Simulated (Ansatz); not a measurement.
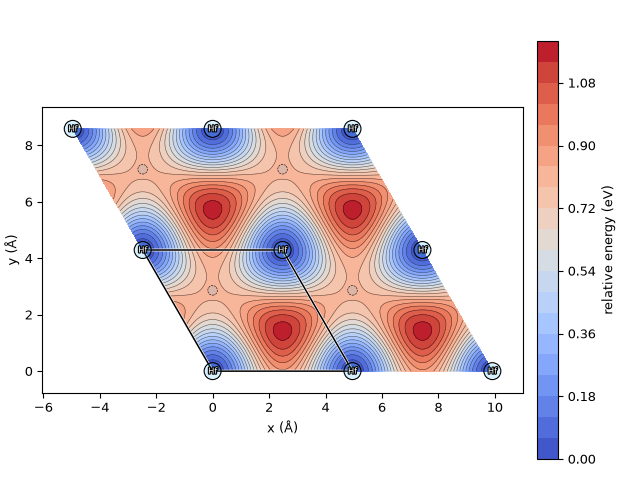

H on a Hf(111) slab cut from the Im-3m phase, its upper half relaxed before the scan (5 atoms of substrate and one adsorbate in a 1 × 1 cell). H is moved over the surface cell at a fixed height above a rigid substrate; the origin of the map has the adsorbate above Hf5; the height is held at 2.50 Å. Places are given modulo a cell vector. The map is drawn in real space over the plane of the surface. Grid: 9 × 9 points; 19 points were computed and 62 follow by symmetry. Energies: eV, counted from the lowest grid point. The runs have no spin polarisation, so an open-shell adsorbate far from the surface lies too high. With one adsorbate in each 1 × 1 cell, its nearest image is 5.0 Å away, so neighbouring adsorbates interact. At a fixed height the lowest place need not be the adsorption site. This map comes from DFT PBE+D3(BJ), scalar-relativistic, plane waves, PAW in Ansatz. Settings: cutoff 420 eV, k-mesh 6×6×1, gaussian smearing 0.1 eV, no spin polarisation.

In the figure: filled contours, labelled circles for the atoms of the top layer and small ones for the second layer, the outline of one cell of the 2 × 2 shown. Between grid points the surface is interpolated.

The lowest grid point is at the top site over a surface Hf atom, (0/9, 0/9) of the cell vectors. The highest grid point, a threefold hollow over a third-layer Hf atom, (6/9, 3/9) of the cell vectors, lies 1.17 eV above the lowest. On the interpolated surface the easiest way out of the lowest well to its copy in the next cell or period passes a barrier of about 0.79 eV. At the lowest point the adsorbate has 1 Hf at 2.50 Å as nearest neighbours, at the highest 3 Hf at 3.80 Å.

The scan is repeated with another setting: the height is held at 3.30 Å; all else is set up alike.

> What does this change do to the map?

The lowest place stays at the top site over a surface Hf atom, (0/9, 0/9) of the cell vectors. The span from the lowest to the highest grid point shrinks from 1.17 to 0.40 eV. The easiest pass out of the lowest well goes from about 0.79 to about 0.26 eV on the interpolated surfaces.

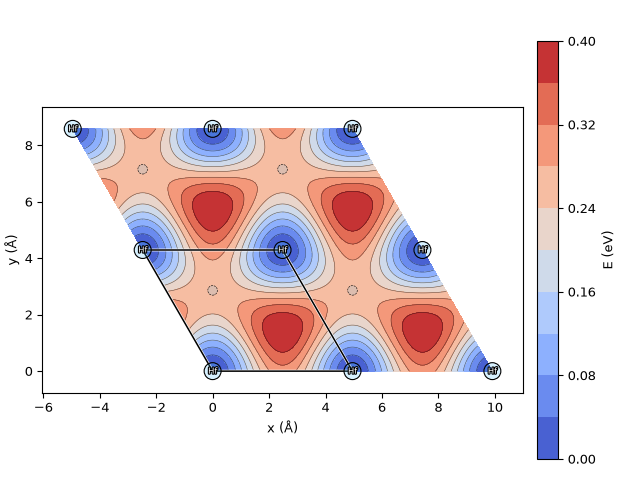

The map after the change, on a colour scale of its own. The picture shows filled contours, labelled circles for the atoms of the top layer and small ones for the second layer, the outline of one cell of the 2 × 2 shown. Between grid points the surface is interpolated.
